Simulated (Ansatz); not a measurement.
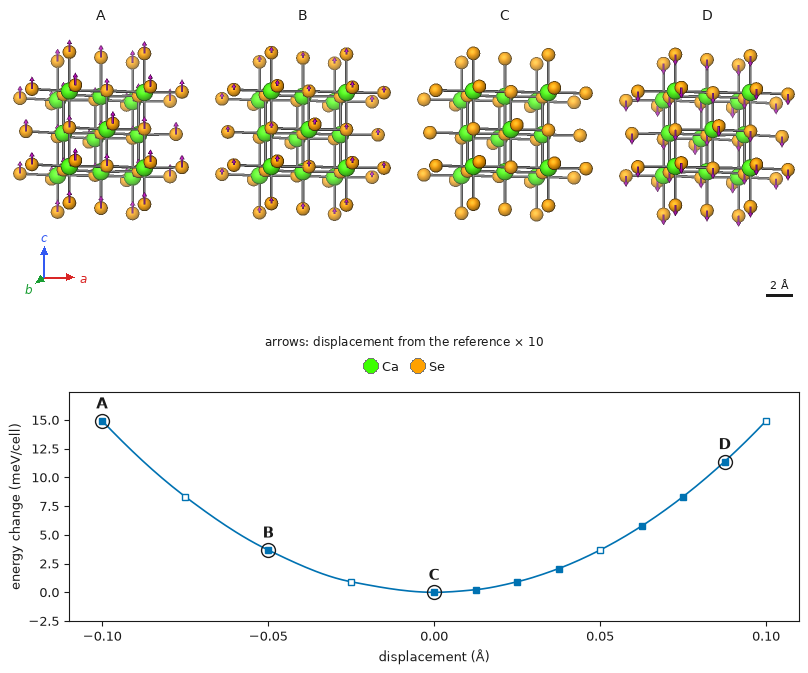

Solid CaSe (Fm-3m): the whole Se sublattice is shifted rigidly, towards the nearest copy of atom 1 (Ca) at 2.956 Å, all else fixed. The lettered frames are marked on the plot. Hollow markers are points alike by symmetry, not computed again. The picture is a ball-and-stick view of the conventional cell (4 times the calculation's cell), seen along the b axis, with a slight tilt. Purple arrows: displacements from the reference. Lengths and directions refer to the drawn axes.

All numbers below come from DFT PBEsol, scalar-relativistic, plane waves, PAW in Ansatz 0.2.0. (plane-wave cutoff 420 eV; k-point mesh 8 × 8 × 8; occupations gaussian; smearing width 0.05 eV; no spin polarisation). Energies (free energies at the smearing named) are counted from the cell as listed in its source, which wasn't relaxed.

> Read off the main features of the energy profile.

The lowest computed point lies at the displacement 0.00 Å (0.0 meV/cell). At the ends of the scan the energy is 14.9 meV/cell (−0.10 Å) and 14.9 meV/cell (0.10 Å). The curvature at zero is about 2.9 eV/Å² per cell. The well is symmetric. At the highest point the shortest interatomic distance is 2.86 Å, against 2.96 Å in the reference. The distortion takes the space group from Fm-3m to I4mm.

The computed points:

```tsv
displacement (Å)	energy change (meV/cell)
−0.1000	14.9
−0.0750	8.3
−0.0500	3.7
−0.0250	0.9
0.0000	0.0
0.0125	0.2
0.0250	0.9
0.0375	2.1
0.0500	3.7
0.0625	5.8
0.0750	8.3
0.0875	11.4
0.1000	14.9
```

Points that are alike by symmetry were computed once.
